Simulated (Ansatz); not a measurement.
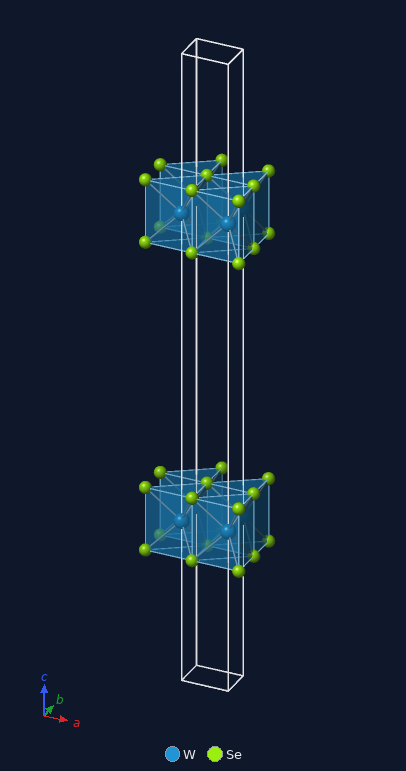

This polyhedral model is shown slightly off an axis. The lines enclose the simulation cell; boundary atoms appear with their images. Some neighbours outside the box are added.

Describe the crystal.

- The formula is WSe2.
- Cell content 2 W, 4 Se; Z = 2.
- The polyhedra are WSe6 trigonal prisms; they share edges.
- W bonds to six Se in a trigonal prismatic arrangement. Se is coordinated by three W in a trigonal pyramidal arrangement. Not all metal-metal contacts are counted.
- The bonds build WSe2 layers parallel to (001).

Provenance: a structure listed in the Materials Project. Atoms and cell were optimised with Ansatz, DFT r2SCAN, scalar-relativistic, plane waves, PAW.
